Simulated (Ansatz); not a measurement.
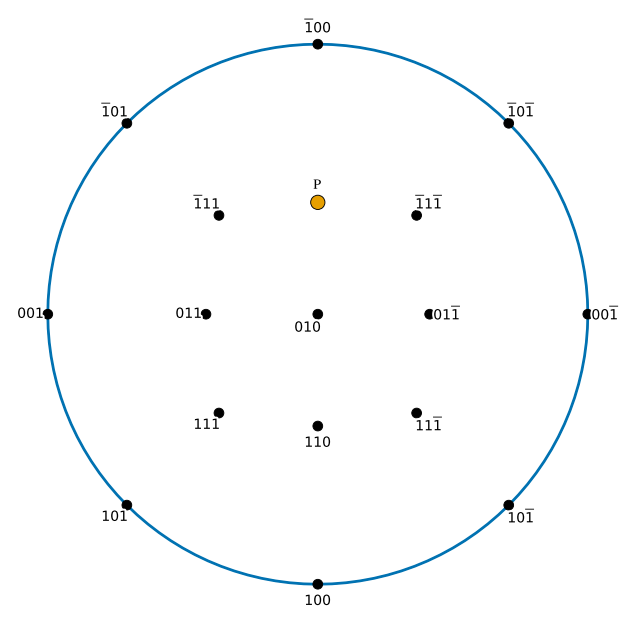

Stereographic projection of plane normals (upper hemisphere) centred on (0 1 0). Crystal: As, the end point of a relaxation with DFT, revPBE, plane waves (420 eV) with PAW, scalar-relativistic (Ansatz 0.2.0); the starting structure was generated, so it need not be a known form of this composition. The drawing is computed from the coordinates (standard cell, symmetry found to 0.002 Å).

a = 3.380 Å, b = 3.380 Å, c = 3.380 Å, α = 90.00°, β = 90.00°, γ = 90.00°.

**Index the pole marked P.**

P is (−1 1 0), 45.0° from the centre.

**Which zone does the coloured great circle trace?**

The zone [0 1 0]: its poles satisfy k = 0.

**What is the angle between the normals of (−1 1 −1) and (−1 1 1), and what are their d_hkl = 1/|g|?**

70.5°; d = 1.952 Å and 1.952 Å.
